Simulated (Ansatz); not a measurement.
Cell and atoms:

```
Si C
1.0
     3.19831    0.00000    0.00000
    -1.59915    2.76982    0.00000
     0.00000    0.00000    5.01746
Si C
2 2
Direct
  0.33333 0.66667 0.49779
  0.66667 0.33333 0.99779
  0.33333 0.66667 0.87721
  0.66667 0.33333 0.37721
```

Question: Characterise the structure given above.

Answer: The material is SiC. It takes space group P6_3mc (No. 186) on a primitive hexagonal lattice. In terms of structure types, this is wurtzite. It has 4 atoms to the cell (2 Si, 2 C). Si bonds to four C in a tetrahedral arrangement at 1.90 to 1.94 Å. C is coordinated by four Si in a tetrahedral arrangement at 1.90 to 1.94 Å. The bonds build a three-dimensional framework.

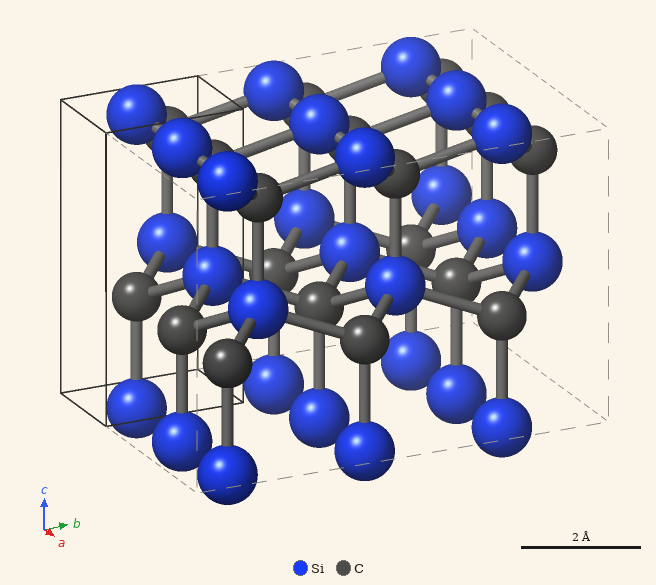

Ball-and-stick model, viewed slightly off an axis. The solid frame is a single conventional unit cell within a 3×3×1 block. Colours: silicon blue, carbon dark grey.

The structure was taken from a structure listed in the Materials Project. It was relaxed with DFT r2SCAN, scalar-relativistic, plane waves, PAW (Ansatz 0.2.0) under a constraint or pressure on the cell, so some stress remains.

At this level of theory the run's own cell isn't at rest (stretched, at -14 GPa), so its distances can differ from those at equilibrium, the more so the softer the solid.
